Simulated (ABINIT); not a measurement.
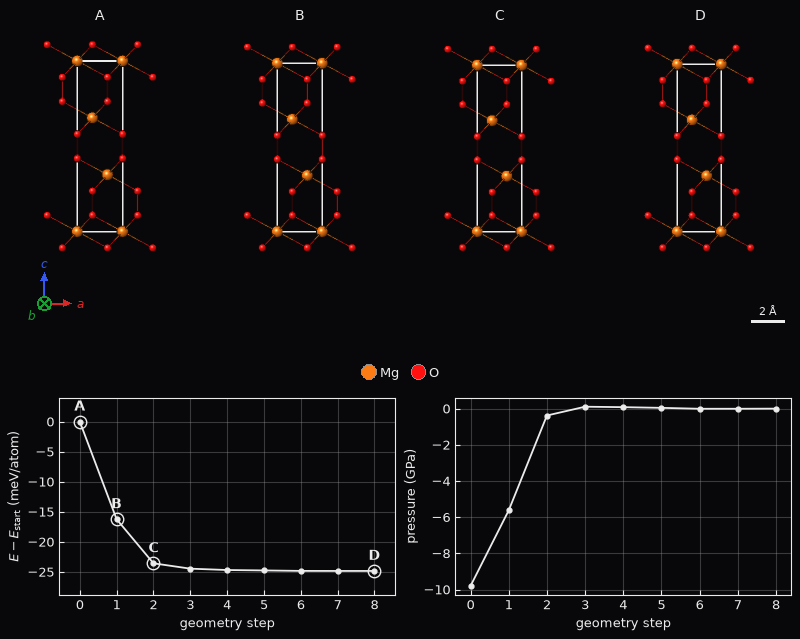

Frames of a relaxation of solid MgO₂ (set up in R-3m), marked on the history of the run. Style: ball-and-stick. Shown: the conventional cell (3 times the calculation's cell), along the b axis. Lengths and directions refer to the drawn axes.

The run lets cell and atoms move.

The calculation used Kohn-Sham DFT of a periodic cell, LDA, JTH PAW LDA v2.0 in ABINIT 10.8.3.

Input file:
```
# Pseudopotentials
pp_dirpath "./"
pseudos "Mg.LDA_PW-JTH.xml, O.LDA_PW-JTH.xml"

# Structure
acell 7.4737570706 7.4737570706 7.4737570706
rprim
     0.4057609562     0.2342661973     0.8834463171
    -0.4057609562     0.2342661973     0.8834463171
     0.0000000000    -0.4685323946     0.8834463171
ntypat 2
znucl 12 8
natom 3
typat 1 2 2
xred
     0.0000000000     0.0000000000     0.0000000000
     0.5712140000     0.5712140000     0.5712140000
     0.4287860000     0.4287860000     0.4287860000
chkprim 0
chksymtnons 0
tolsym 1.0e-6

# Plane-wave basis
ecut 23.0
pawecutdg 45.0
pawovlp -1

# k points
kptopt 1
ngkpt 10 10 10
nshiftk 1
shiftk 0.0 0.0 0.0

# Exchange and correlation
ixc 7

# Bands and occupations
nband 15
occopt 3
tsmear 0.05 eV

# SCF cycle
nstep 100
tolvrs 1.0e-9

# Output
iomode 3
prtwf 0
prtden 0
prteig 0
prtebands 0
enunit 1

# Relaxation
ionmov 2
ntime 60
tolmxf 5.0e-5
optcell 2
dilatmx 1.08
ecutsm 0.5
```

Command:
```bash
abinit run.abi > log 2>&1
```

**Describe the path.**

The largest moves relative to the cell, 0.007 Å, are those of O atoms. Mg stays in place. The volume changes by −7.3 %, with a = b 3.210 → 3.120 Å (−2.8 %), c 10.482 → 10.287 Å (−1.9 %). Among the contacts that change: Mg–O 2.106 → 2.055 Å, O–O 1.493 → 1.451 Å. The space group stays R-3m (No. 166). The energy falls by 24.8 meV per atom in 8 geometry steps. Largest force component: 0.5 eV/Å at the start, 0.00013 eV/Å at the end. Pressure: −9.80 GPa at the start and 0.00 GPa at the end. The run took 8.6 min on 1 thread of Arm Neoverse V2, on a shared host, peak memory 0.14 GiB. From step 0 to 1: volume −3.0 %, energy −16.2 meV per atom. From step 1 to 2: volume −3.7 %, energy −7.3 meV per atom. From step 2 to 8: volume −0.8 %, energy −1.3 meV per atom.

```json
{"step": "0", "E − E(0), meV/atom": "0.00", "largest force component, eV/Å": "0.4986", "pressure, GPa": "-9.80", "volume, Å³/atom": "10.390"}
{"step": "1", "E − E(0), meV/atom": "-16.24", "largest force component, eV/Å": "0.0056", "pressure, GPa": "-5.62", "volume, Å³/atom": "10.082"}
{"step": "2", "E − E(0), meV/atom": "-23.57", "largest force component, eV/Å": "0.2329", "pressure, GPa": "-0.38", "volume, Å³/atom": "9.708"}
{"step": "3", "E − E(0), meV/atom": "-24.46", "largest force component, eV/Å": "0.0361", "pressure, GPa": "0.11", "volume, Å³/atom": "9.650"}
{"step": "4", "E − E(0), meV/atom": "-24.69", "largest force component, eV/Å": "0.0771", "pressure, GPa": "0.08", "volume, Å³/atom": "9.634"}
{"step": "5", "E − E(0), meV/atom": "-24.76", "largest force component, eV/Å": "0.0811", "pressure, GPa": "0.04", "volume, Å³/atom": "9.632"}
{"step": "6", "E − E(0), meV/atom": "-24.83", "largest force component, eV/Å": "0.0358", "pressure, GPa": "-0.01", "volume, Å³/atom": "9.631"}
{"step": "7", "E − E(0), meV/atom": "-24.84", "largest force component, eV/Å": "0.0077", "pressure, GPa": "-0.01", "volume, Å³/atom": "9.632"}
{"step": "8", "E − E(0), meV/atom": "-24.84", "largest force component, eV/Å": "0.0001", "pressure, GPa": "0.00", "volume, Å³/atom": "9.633"}
```
